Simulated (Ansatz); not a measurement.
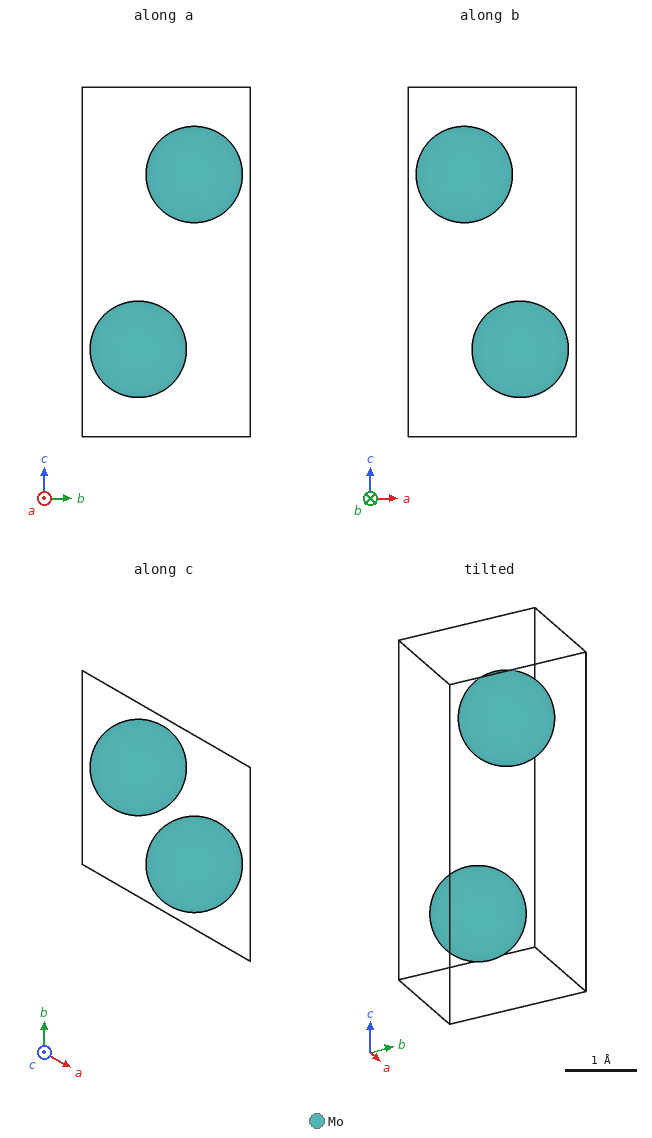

The image is a spheres-only drawing of a crystal, viewed along the a axis, along the b axis, along the c axis and slightly off an axis. The wireframe shows the conventional unit cell.

Lattice parameters: a = 2.7350 Å, b = 2.7350 Å, c = 4.9330 Å, α = 90.000°, β = 90.000°, γ = 120.000°.

Q: From the views, write a CIF with its space group and independent sites.

A:
```cif
data_structure
_symmetry_space_group_name_H-M 'P 63/m m c'
_symmetry_Int_Tables_number 194
_cell_length_a 2.7350
_cell_length_b 2.7350
_cell_length_c 4.9330
_cell_angle_alpha 90.000
_cell_angle_beta 90.000
_cell_angle_gamma 120.000
_cell_volume 31.96
loop_
_atom_site_label
_atom_site_type_symbol
_atom_site_symmetry_multiplicity
_atom_site_Wyckoff_symbol
_atom_site_fract_x
_atom_site_fract_y
_atom_site_fract_z
_atom_site_occupancy
Mo1 Mo 2 d 0.3333 0.6667 0.7500 1
```

Its origin is a structure type filled with this element by a generator (whether the element takes this form wasn't checked). It was relaxed at fixed volume with DFT r2SCAN, scalar-relativistic, plane waves, PAW (Ansatz).
